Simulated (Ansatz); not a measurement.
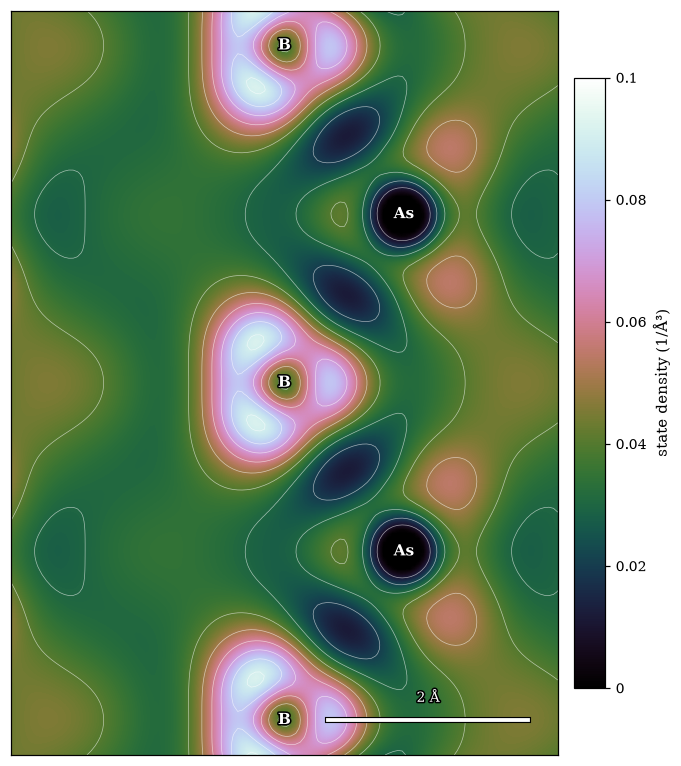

The picture shows: BAs. Density of the Kohn–Sham states from +1.2 to +1.8 eV about the valence-band maximum (the bottom of the conduction band), scaled to one electron a cell: a map on the (011) plane of the conventional cell.

Space group F-43m; the calculation finds a residual pressure of about 3 GPa at this fixed cell.

Method: DFT PBE, scalar-relativistic, plane waves, PAW in Ansatz.

In a PAW calculation such maps are meaningful between the atoms, not at the nuclei.

Input

```
crystal:
  lattice:
    - [0.0, 2.3885, 2.3885]
    - [2.3885, 0.0, 2.3885]
    - [2.3885, 2.3885, 0.0]
  atoms:
    - { symbol: B, position: [0.0, 0.0, 0.0] }
    - { symbol: As, position: [0.25, 0.25, 0.25] }
basis:
  ecutwfc: 420
  fft_grid_basis: typed
kpoints:
  mp_grid: { grid: [12, 12, 12] }
hamiltonian:
  xc: pbe
scf:
  occupations: { method: gaussian, width: 0.05 }
  n_extra_bands: 6
output:
  forces: true
  stress: false
  eigenvalues: true
  bader: false
  write_density: false
  volumetric_format: npy
  band_densities:
    - { e_range: [-1.2, -0.59] }
    - { e_range: [0.59, 1.2] }
    - { e_range: [-9.39, -6.45] }
    - { e_range: [-6.45, -3.52] }
    - { e_range: [-9.4, -0.57] }
    - { e_range: [-16.03, -11.63] }
  dos:
    e_range: [-30, 8]
    de: 0.02
    method: { smearing: { sigma: 0.03, scheme: gaussian } }
    projected: { site_lists: { As: [As], B: [B] } }
checkpoint:
  read: start.run
  write: ck
  compress: false
  write_wavefunctions: false
  write_every: 100000
```

Launched as:

```sh
ansatz run input.yaml --threads 1 --pin off --max-ram 2560MiB --backend cpu --events-out ev --progress --plain --runs-dir out
```

The picture shows the conventional cell (a = 4.78 Å, b = 4.78 Å, c = 4.78 Å, α = 90.00°, β = 90.00°, γ = 90.00°).

### Which atoms and orbitals make up these states?

Löwdin projections on the PAW files' atomic orbitals give B 2p (35 %), As 4p (25 %) and B 2s (25 %).
In space (atomic cells sized by Bader volumes) the density divides as As about 65 % and B about 35 %. The two measures disagree here: the projection uses a minimal set of atomic orbitals, while the spatial cells share out diffuse density by volume.

Cost of the run: 2.5 s on 1 thread of Arm Neoverse V2 (shared host), peak memory 0.37 GiB.
